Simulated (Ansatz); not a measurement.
# Residual resistivity of an alloy: Ti(0001) with 2 layers of random Ti-Al, 2x2, part 2 of 2

Wanted: resistance against the alloy's length, first Ti(0001) with 2 layers of random Ti-Al, 2x2.

Ansatz 0.2.0; Ansatz plane-wave DFT, PBE, PAW files; ballistic transport by layer matching (Landauer), zero bias; PAW set soft_1.

So far. Step 2 (With 2 alloy layers): Over the solved energies the transmission per spin lies between 1.32 and 1.46, out of 2.71 channels of the lead on average (up to 3.22).

## (3) With 6 alloy layers

System of this step: Ti(0001) with 6 layers of random Ti-Al, 2x2. The cell holds 64 atoms: 61 Ti and 3 Al. Its edges and angles: a = 5.900 Å, b = 5.900 Å, c = 37.488 Å, α = 90.0°, β = 90.0°, γ = 120.0°. It derives from Ti. Regions: lead, 40 atoms (40 Ti); scattering region, 24 atoms (21 Ti and 3 Al). The structure is stacked along c, and the current runs across the ab planes.

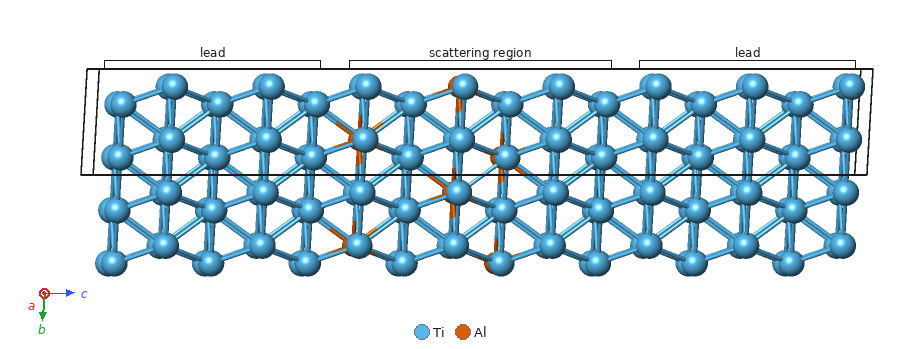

The cell of this step (titanium blue, aluminium orange). 1×2×1 cells are drawn.

input.yaml reads:

```yaml
crystal:
  lattice:
    - [5.9, 0.0, 0.0]
    - [-2.95, 5.1095498823, 0.0]
    - [0.0, 0.0, 37.488]
  atoms:
    - { symbol: Ti, position: [0.1666666667, 0.3333333333, 0.03125] }
    - { symbol: Ti, position: [0.1666666667, 0.8333333333, 0.03125] }
    - { symbol: Ti, position: [0.6666666667, 0.3333333333, 0.03125] }
    - { symbol: Ti, position: [0.6666666667, 0.8333333333, 0.03125] }
    - { symbol: Ti, position: [0.3333333333, 0.1666666667, 0.09375] }
    - { symbol: Ti, position: [0.3333333333, 0.6666666667, 0.09375] }
    - { symbol: Ti, position: [0.8333333333, 0.1666666667, 0.09375] }
    - { symbol: Ti, position: [0.8333333333, 0.6666666667, 0.09375] }
    - { symbol: Ti, position: [0.1666666667, 0.3333333333, 0.15625] }
    - { symbol: Ti, position: [0.1666666667, 0.8333333333, 0.15625] }
    - { symbol: Ti, position: [0.6666666667, 0.3333333333, 0.15625] }
    - { symbol: Ti, position: [0.6666666667, 0.8333333333, 0.15625] }
    - { symbol: Ti, position: [0.3333333333, 0.1666666667, 0.21875] }
    - { symbol: Ti, position: [0.3333333333, 0.6666666667, 0.21875] }
    - { symbol: Ti, position: [0.8333333333, 0.1666666667, 0.21875] }
    - { symbol: Ti, position: [0.8333333333, 0.6666666667, 0.21875] }
    - { symbol: Ti, position: [0.1666666667, 0.3333333333, 0.28125] }
    - { symbol: Ti, position: [0.1666666667, 0.8333333333, 0.28125] }
    - { symbol: Ti, position: [0.6666666667, 0.3333333333, 0.28125] }
    - { symbol: Ti, position: [0.6666666667, 0.8333333333, 0.28125] }
    - { symbol: Ti, position: [0.3333333333, 0.1666666667, 0.34375] }
    - { symbol: Al, position: [0.3333333333, 0.6666666667, 0.34375] }
    - { symbol: Ti, position: [0.8333333333, 0.1666666667, 0.34375] }
    - { symbol: Ti, position: [0.8333333333, 0.6666666667, 0.34375] }
    - { symbol: Ti, position: [0.1666666667, 0.3333333333, 0.40625] }
    - { symbol: Ti, position: [0.1666666667, 0.8333333333, 0.40625] }
    - { symbol: Ti, position: [0.6666666667, 0.3333333333, 0.40625] }
    - { symbol: Ti, position: [0.6666666667, 0.8333333333, 0.40625] }
    - { symbol: Al, position: [0.3333333333, 0.1666666667, 0.46875] }
    - { symbol: Ti, position: [0.3333333333, 0.6666666667, 0.46875] }
    - { symbol: Ti, position: [0.8333333333, 0.1666666667, 0.46875] }
    - { symbol: Ti, position: [0.8333333333, 0.6666666667, 0.46875] }
    - { symbol: Ti, position: [0.1666666667, 0.3333333333, 0.53125] }
    - { symbol: Al, position: [0.1666666667, 0.8333333333, 0.53125] }
    - { symbol: Ti, position: [0.6666666667, 0.3333333333, 0.53125] }
    - { symbol: Ti, position: [0.6666666667, 0.8333333333, 0.53125] }
    - { symbol: Ti, position: [0.3333333333, 0.1666666667, 0.59375] }
    - { symbol: Ti, position: [0.3333333333, 0.6666666667, 0.59375] }
    - { symbol: Ti, position: [0.8333333333, 0.1666666667, 0.59375] }
    - { symbol: Ti, position: [0.8333333333, 0.6666666667, 0.59375] }
    - { symbol: Ti, position: [0.1666666667, 0.3333333333, 0.65625] }
    - { symbol: Ti, position: [0.1666666667, 0.8333333333, 0.65625] }
    - { symbol: Ti, position: [0.6666666667, 0.3333333333, 0.65625] }
    - { symbol: Ti, position: [0.6666666667, 0.8333333333, 0.65625] }
    - { symbol: Ti, position: [0.3333333333, 0.1666666667, 0.71875] }
    - { symbol: Ti, position: [0.3333333333, 0.6666666667, 0.71875] }
    - { symbol: Ti, position: [0.8333333333, 0.1666666667, 0.71875] }
    - { symbol: Ti, position: [0.8333333333, 0.6666666667, 0.71875] }
    - { symbol: Ti, position: [0.1666666667, 0.3333333333, 0.78125] }
    - { symbol: Ti, position: [0.1666666667, 0.8333333333, 0.78125] }
    - { symbol: Ti, position: [0.6666666667, 0.3333333333, 0.78125] }
    - { symbol: Ti, position: [0.6666666667, 0.8333333333, 0.78125] }
    - { symbol: Ti, position: [0.3333333333, 0.1666666667, 0.84375] }
    - { symbol: Ti, position: [0.3333333333, 0.6666666667, 0.84375] }
    - { symbol: Ti, position: [0.8333333333, 0.1666666667, 0.84375] }
    - { symbol: Ti, position: [0.8333333333, 0.6666666667, 0.84375] }
    - { symbol: Ti, position: [0.1666666667, 0.3333333333, 0.90625] }
    - { symbol: Ti, position: [0.1666666667, 0.8333333333, 0.90625] }
    - { symbol: Ti, position: [0.6666666667, 0.3333333333, 0.90625] }
    - { symbol: Ti, position: [0.6666666667, 0.8333333333, 0.90625] }
    - { symbol: Ti, position: [0.3333333333, 0.1666666667, 0.96875] }
    - { symbol: Ti, position: [0.3333333333, 0.6666666667, 0.96875] }
    - { symbol: Ti, position: [0.8333333333, 0.1666666667, 0.96875] }
    - { symbol: Ti, position: [0.8333333333, 0.6666666667, 0.96875] }
kpoints:
  mp_grid: { grid: [4, 4, 1] }
hamiltonian:
  xc: pbe
  pseudopotentials: { kind: paw, azcp: { folder: soft_1 } }
scf:
  occupations: { method: fermi_dirac, width: 0.1 }
output:
  transmission: { leads: [[0, 8]], kmesh: [8, 8], e_range: [-0.05, 0.05], de: 0.05 }
  write_potential: true
  write_density: true
  volumetric_format: npy
```

On the command line:

```sh
> ansatz run input.yaml --threads 4 --pin off --max-ram 15360MiB --backend cpu --events-out ev --progress --plain --runs-dir out
```

Numbers of over 12 decimals in the logs are rounded to 6 here.

Log:

```text
[...]
Crystal: 64 atoms, lattice volume = 1130.126 Å³
Basis set: ecut = 420 eV, 21905 PW (Γ)
Bands: 445, of which v1, the nominal top of the filled ones, is band 371 counted from 1 (370 counted from 0)
Symmetry: 1 space group operations
[...]
k-points: 10 of 16 (time reversal used)
[...]
SCF iter   1: F=—  HF=-154111.945472 eV  |F-HF|=—  |Δ(HF+E_count)|=         —  Δρ=6.39e-2  dr2=1.86e3  ethr=3.10e-3  ⟨swp⟩=7.3  Hψ=16454  notcnv=0
[...]
SCF iter  10: F=-154095.620702 eV  HF=-154095.620702 eV  |F-HF|=2.58e-8  |Δ(HF+E_count)|=   1.95e-8  Δρ=7.82e-7  dr2=2.87e-8  ethr=1.35e-11  ⟨swp⟩=9.8  Hψ=13112  notcnv=0
SCF 1 converged in 10 iterations: F = -154095.620702 eV  dr2 = 2.87e-8
[...]
transmission: 168 of 1598 steps passed
transmission: 327 of 1598 steps passed
[...]
transmission: 1598 of 1598 steps passed
SCF converged after 10 iterations
Free energy (F): -154095.620702 eV
[...]
Internal energy: -154093.205453 eV  (E = F + TS)
E sigma→0 (E₀):  -154094.413078 eV
Entropy (-TS):   -2.415249 eV (-37.738 meV/atom)
Fermi energy:    12.695276 eV
[...]
--- Band table (eV; the first three rows and the last of 10) ---
  k-point 0: bands = [... 367 lower, 13.2191, 13.2312, 13.2427, 13.2436, 13.2476, 13.2651, 13.2902, 13.3167, ... 70 higher]
  k-point 1: bands = [... 367 lower, 12.9261, 12.9370, 12.9554, 12.9579, 12.9711, 12.9785, 12.9919, 13.0016, ... 70 higher]
  k-point 2: bands = [... 367 lower, 12.4878, 12.4986, 12.5745, 12.5872, 12.6158, 12.6197, 12.6428, 12.6525, ... 70 higher]
  k-point 9: bands = [... 367 lower, 12.4836, 12.4958, 12.5689, 12.5828, 12.5906, 12.6144, 12.6322, 12.6595, ... 70 higher]
--- Transmission ---
  basis      : 253 plane waves across, 47 finite elements along
  points     : 34, standing for a mesh of 8 x 8
[...]
channels       : 2.656250e0 a spin
[...]
junction   : crystal 0 to crystal 0, -1.64 to 31.16 Å
    transmission   : 9.807032e-1 a spin
[...]
```

Run time: 7.3 min. Hardware: 4 threads of Intel Xeon Platinum 8375C at 2.90GHz (Ice Lake), shared host; peak memory 9.6 GiB.

This step gave:

```yaml
free_energy: -154095.6207 eV
energy_at_zero_smearing: -154094.4131 eV
fermi_energy: 12.70 eV
transmission_at_the_energy_nearest_the_fermi_level_one_spin: 0.9807
step_of_the_lead_s_hamiltonian: 5.4 meV
```

Per spin. Transmission, zone mean against energy, zero at the Fermi level:

```tsv
energy (eV)	transmission, zone mean
-0.0500	0.859
0.0000	0.981
0.0500	1.01
```

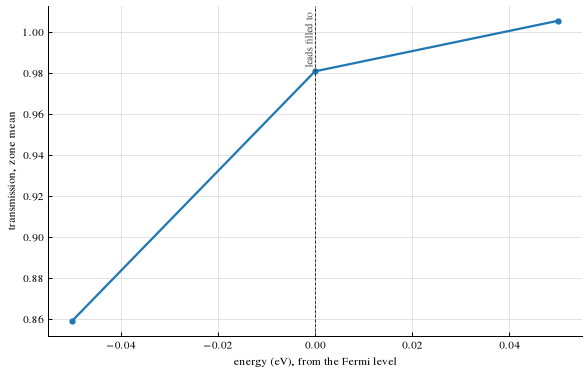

Transmission, zone mean, plotted against energy.

Over the solved energies the transmission per spin lies between 0.859 and 1.01, out of 2.71 channels of the lead on average (up to 3.22).

## (4) With 10 alloy layers

System of this step: Ti(0001) with 10 layers of random Ti-Al, 2x2. The cell holds 80 atoms: 75 Ti and 5 Al. Its edges and angles: a = 5.900 Å, b = 5.900 Å, c = 46.860 Å, α = 90.0°, β = 90.0°, γ = 120.0°. It derives from Ti. Regions: lead, 40 atoms (40 Ti); scattering region, 40 atoms (35 Ti and 5 Al). The structure is stacked along c, and the current runs across the ab planes.

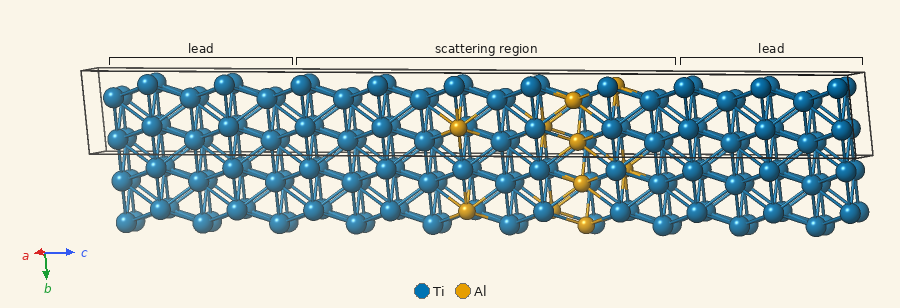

The cell of this step (titanium blue, aluminium orange). 1×2×1 cells are drawn.

input.yaml reads:

```yaml
crystal:
  lattice:
    - [5.9, 0.0, 0.0]
    - [-2.95, 5.1095498823, 0.0]
    - [0.0, 0.0, 46.86]
  atoms:
    - { symbol: Ti, position: [0.1666666667, 0.3333333333, 0.025] }
    - { symbol: Ti, position: [0.1666666667, 0.8333333333, 0.025] }
    - { symbol: Ti, position: [0.6666666667, 0.3333333333, 0.025] }
    - { symbol: Ti, position: [0.6666666667, 0.8333333333, 0.025] }
    - { symbol: Ti, position: [0.3333333333, 0.1666666667, 0.075] }
    - { symbol: Ti, position: [0.3333333333, 0.6666666667, 0.075] }
    - { symbol: Ti, position: [0.8333333333, 0.1666666667, 0.075] }
    - { symbol: Ti, position: [0.8333333333, 0.6666666667, 0.075] }
    - { symbol: Ti, position: [0.1666666667, 0.3333333333, 0.125] }
    - { symbol: Ti, position: [0.1666666667, 0.8333333333, 0.125] }
    - { symbol: Ti, position: [0.6666666667, 0.3333333333, 0.125] }
    - { symbol: Ti, position: [0.6666666667, 0.8333333333, 0.125] }
    - { symbol: Ti, position: [0.3333333333, 0.1666666667, 0.175] }
    - { symbol: Ti, position: [0.3333333333, 0.6666666667, 0.175] }
    - { symbol: Ti, position: [0.8333333333, 0.1666666667, 0.175] }
    - { symbol: Ti, position: [0.8333333333, 0.6666666667, 0.175] }
    - { symbol: Ti, position: [0.1666666667, 0.3333333333, 0.225] }
    - { symbol: Ti, position: [0.1666666667, 0.8333333333, 0.225] }
    - { symbol: Ti, position: [0.6666666667, 0.3333333333, 0.225] }
    - { symbol: Ti, position: [0.6666666667, 0.8333333333, 0.225] }
    - { symbol: Ti, position: [0.3333333333, 0.1666666667, 0.275] }
    - { symbol: Ti, position: [0.3333333333, 0.6666666667, 0.275] }
    - { symbol: Ti, position: [0.8333333333, 0.1666666667, 0.275] }
    - { symbol: Ti, position: [0.8333333333, 0.6666666667, 0.275] }
    - { symbol: Ti, position: [0.1666666667, 0.3333333333, 0.325] }
    - { symbol: Ti, position: [0.1666666667, 0.8333333333, 0.325] }
    - { symbol: Ti, position: [0.6666666667, 0.3333333333, 0.325] }
    - { symbol: Ti, position: [0.6666666667, 0.8333333333, 0.325] }
    - { symbol: Ti, position: [0.3333333333, 0.1666666667, 0.375] }
    - { symbol: Ti, position: [0.3333333333, 0.6666666667, 0.375] }
    - { symbol: Ti, position: [0.8333333333, 0.1666666667, 0.375] }
    - { symbol: Ti, position: [0.8333333333, 0.6666666667, 0.375] }
    - { symbol: Ti, position: [0.1666666667, 0.3333333333, 0.425] }
    - { symbol: Ti, position: [0.1666666667, 0.8333333333, 0.425] }
    - { symbol: Ti, position: [0.6666666667, 0.3333333333, 0.425] }
    - { symbol: Ti, position: [0.6666666667, 0.8333333333, 0.425] }
    - { symbol: Ti, position: [0.3333333333, 0.1666666667, 0.475] }
    - { symbol: Ti, position: [0.3333333333, 0.6666666667, 0.475] }
    - { symbol: Ti, position: [0.8333333333, 0.1666666667, 0.475] }
    - { symbol: Al, position: [0.8333333333, 0.6666666667, 0.475] }
    - { symbol: Ti, position: [0.1666666667, 0.3333333333, 0.525] }
    - { symbol: Ti, position: [0.1666666667, 0.8333333333, 0.525] }
    - { symbol: Ti, position: [0.6666666667, 0.3333333333, 0.525] }
    - { symbol: Ti, position: [0.6666666667, 0.8333333333, 0.525] }
    - { symbol: Ti, position: [0.3333333333, 0.1666666667, 0.575] }
    - { symbol: Al, position: [0.3333333333, 0.6666666667, 0.575] }
    - { symbol: Ti, position: [0.8333333333, 0.1666666667, 0.575] }
    - { symbol: Ti, position: [0.8333333333, 0.6666666667, 0.575] }
    - { symbol: Ti, position: [0.1666666667, 0.3333333333, 0.625] }
    - { symbol: Ti, position: [0.1666666667, 0.8333333333, 0.625] }
    - { symbol: Al, position: [0.6666666667, 0.3333333333, 0.625] }
    - { symbol: Al, position: [0.6666666667, 0.8333333333, 0.625] }
    - { symbol: Al, position: [0.3333333333, 0.1666666667, 0.675] }
    - { symbol: Ti, position: [0.3333333333, 0.6666666667, 0.675] }
    - { symbol: Ti, position: [0.8333333333, 0.1666666667, 0.675] }
    - { symbol: Ti, position: [0.8333333333, 0.6666666667, 0.675] }
    - { symbol: Ti, position: [0.1666666667, 0.3333333333, 0.725] }
    - { symbol: Ti, position: [0.1666666667, 0.8333333333, 0.725] }
    - { symbol: Ti, position: [0.6666666667, 0.3333333333, 0.725] }
    - { symbol: Ti, position: [0.6666666667, 0.8333333333, 0.725] }
    - { symbol: Ti, position: [0.3333333333, 0.1666666667, 0.775] }
    - { symbol: Ti, position: [0.3333333333, 0.6666666667, 0.775] }
    - { symbol: Ti, position: [0.8333333333, 0.1666666667, 0.775] }
    - { symbol: Ti, position: [0.8333333333, 0.6666666667, 0.775] }
    - { symbol: Ti, position: [0.1666666667, 0.3333333333, 0.825] }
    - { symbol: Ti, position: [0.1666666667, 0.8333333333, 0.825] }
    - { symbol: Ti, position: [0.6666666667, 0.3333333333, 0.825] }
    - { symbol: Ti, position: [0.6666666667, 0.8333333333, 0.825] }
    - { symbol: Ti, position: [0.3333333333, 0.1666666667, 0.875] }
    - { symbol: Ti, position: [0.3333333333, 0.6666666667, 0.875] }
    - { symbol: Ti, position: [0.8333333333, 0.1666666667, 0.875] }
    - { symbol: Ti, position: [0.8333333333, 0.6666666667, 0.875] }
    - { symbol: Ti, position: [0.1666666667, 0.3333333333, 0.925] }
    - { symbol: Ti, position: [0.1666666667, 0.8333333333, 0.925] }
    - { symbol: Ti, position: [0.6666666667, 0.3333333333, 0.925] }
    - { symbol: Ti, position: [0.6666666667, 0.8333333333, 0.925] }
    - { symbol: Ti, position: [0.3333333333, 0.1666666667, 0.975] }
    - { symbol: Ti, position: [0.3333333333, 0.6666666667, 0.975] }
    - { symbol: Ti, position: [0.8333333333, 0.1666666667, 0.975] }
    - { symbol: Ti, position: [0.8333333333, 0.6666666667, 0.975] }
kpoints:
  mp_grid: { grid: [4, 4, 1] }
hamiltonian:
  xc: pbe
  pseudopotentials: { kind: paw, azcp: { folder: soft_1 } }
scf:
  occupations: { method: fermi_dirac, width: 0.1 }
output:
  transmission: { leads: [[0, 8]], kmesh: [8, 8], e_range: [-0.05, 0.05], de: 0.05 }
  write_potential: true
  write_density: true
  volumetric_format: npy
```

Log:

```text
[...]
Crystal: 80 atoms, lattice volume = 1412.658 Å³
Basis set: ecut = 420 eV, 27409 PW (Γ)
Bands: 549, of which v1, the nominal top of the filled ones, is band 458 counted from 1 (457 counted from 0)
Symmetry: 1 space group operations
[...]
k-points: 10 of 16 (time reversal used)
[...]
SCF iter   1: F=—  HF=-190209.639437 eV  |F-HF|=—  |Δ(HF+E_count)|=         —  Δρ=9.34e-2  dr2=2.07e4  ethr=3.10e-3  ⟨swp⟩=7.1  Hψ=20628  notcnv=0
[...]
SCF iter  12: F=-190167.955479 eV  HF=-190167.955479 eV  |F-HF|=1.29e-8  |Δ(HF+E_count)|=   6.29e-9  Δρ=7.09e-7  dr2=1.45e-8  ethr=1.09e-11  ⟨swp⟩=2.7  Hψ=10209  notcnv=0
SCF 1 converged in 12 iterations: F = -190167.955479 eV  dr2 = 1.45e-8
[...]
transmission: 201 of 1972 steps passed
transmission: 402 of 1972 steps passed
[...]
transmission: 1972 of 1972 steps passed
SCF converged after 12 iterations
Free energy (F): -190167.955479 eV
[...]
Internal energy: -190164.964398 eV  (E = F + TS)
E sigma→0 (E₀):  -190166.459939 eV
Entropy (-TS):   -2.991081 eV (-37.389 meV/atom)
Fermi energy:    12.597057 eV
[...]
--- Band table (eV; the first three rows and the last of 10) ---
  k-point 0: bands = [... 454 lower, 13.1138, 13.1342, 13.1378, 13.1381, 13.1449, 13.1521, 13.1738, 13.1894, ... 87 higher]
  k-point 1: bands = [... 454 lower, 12.8424, 12.8562, 12.8597, 12.8694, 12.8712, 12.8767, 12.8880, 12.8920, ... 87 higher]
  k-point 2: bands = [... 454 lower, 12.4123, 12.4515, 12.4662, 12.4752, 12.4896, 12.5003, 12.5158, 12.5692, ... 87 higher]
  k-point 9: bands = [... 454 lower, 12.4130, 12.4476, 12.4681, 12.4956, 12.4970, 12.5013, 12.5221, 12.5530, ... 87 higher]
--- Transmission ---
  basis      : 253 plane waves across, 58 finite elements along
  points     : 34, standing for a mesh of 8 x 8
[...]
channels       : 2.656250e0 a spin
[...]
junction   : crystal 0 to crystal 0, 3.99 to 46.16 Å
    transmission   : 7.626289e-1 a spin
[...]
```

The job ended after 12 min (4 threads; peak memory 9.1 GiB).

Numbers from this step:

| Property | Result |
| --- | --- |
| free energy | -190167.9555 eV |
| energy at zero smearing | -190166.4599 eV |
| Fermi energy | 12.60 eV |
| transmission at the energy nearest the Fermi level, one spin | 0.7626 |
| step of the lead's Hamiltonian | 0.8 meV |

Per spin. Transmission, zone mean against energy, zero at the Fermi level:

```tsv
energy (eV)	transmission, zone mean
-0.0500	0.699
0.0000	0.763
0.0500	0.813
```

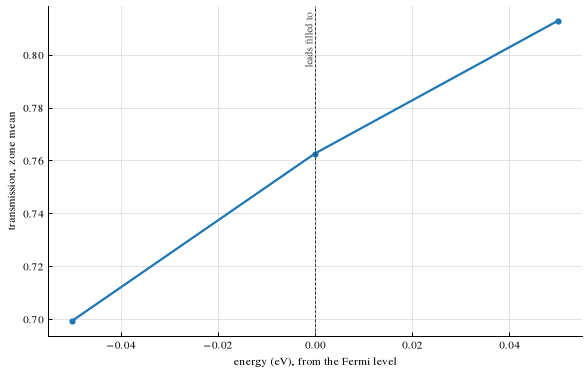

Transmission, zone mean, plotted against energy.

Over the solved energies the transmission per spin lies between 0.699 and 0.813, out of 2.71 channels of the lead on average (up to 3.22).

## (5) Resistance against length

This step: Ansatz plane-wave DFT, PBE, PAW files; ballistic transport by layer matching (Landauer), zero bias; residual resistivity from the slope of the area resistance, atoms on the host's lattice; PAW set soft_1 (Ansatz 0.2.0).

Numbers from this step:

| Quantity | Value |
| --- | --- |
| resistivity | 124.5 µΩ cm |
| intercept | 0.8230 fΩ m² |
| scatter about the fit | 0.06532 fΩ m² |

Resistance, by row:

```tsv
run	length (Å)	T	channels N	RA (fΩ m²)
n2	4.686	1.391	2.708	1.36
n6	14.06	0.9484	2.708	2.666
n10	23.43	0.7583	2.708	3.695
```

Area resistance against length of the alloy:

```tsv
length of the alloy (Å)	area resistance (fΩ m²)
4.69	1.36
14.06	2.67
23.43	3.69
```

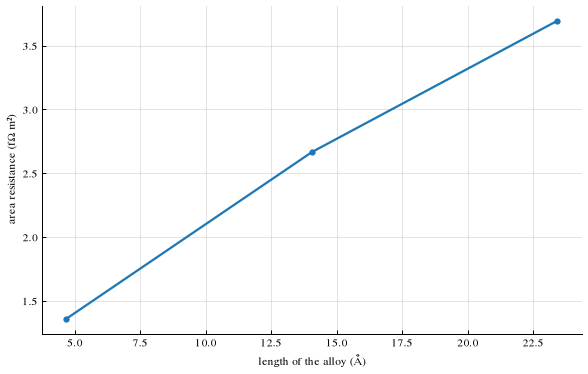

Area resistance against length of the alloy.

The area resistance goes from 1.4 to 3.7 fΩ m² between 4.7 and 23.4 Å, a slope of 125 µΩ cm.

By hand from the end points: (3.695 − 1.360) fΩ m² / (23.43 − 4.69) Å = 125 µΩ cm, since 1 fΩ m² per Å is 1000 µΩ cm.

## (6) Outcome

* resistivity from the slope: 125 µΩ cm
* area resistance over 4.69 Å: 1.36 fΩ m²
* area resistance over 14.1 Å: 2.67 fΩ m²
* area resistance over 23.4 Å: 3.69 fΩ m²

**Reading.** The slope gives 125 µΩ cm. The points scatter by 0.065 fΩ m² about the line, with one random draw a length in a 2x2 cell, so the slope is a rough value. Read with a model of isotropic scattering on a spherical Fermi surface and the lead's 0.70×10¹⁵ S/m², this slope means a mean free path near 8.8 Å; over these lengths the model's slope is within 3 % of its bulk resistivity. The draw over the shortest length came out nearly ordered, with 12 symmetry operations, so that point is a poor sample of a random alloy. The atoms sit on the host's lattice, so scattering by size misfit is left out.

[Logs are printed without paths, hosts, clocks, repeated set-up lines and the standing remarks that a program may print on its own settings, such as how far it seeks lower states.]

[Hosts, paths, dates, database ids (printed as entryN), source tags and the programs' standing remarks are cut or masked in the printed files.]
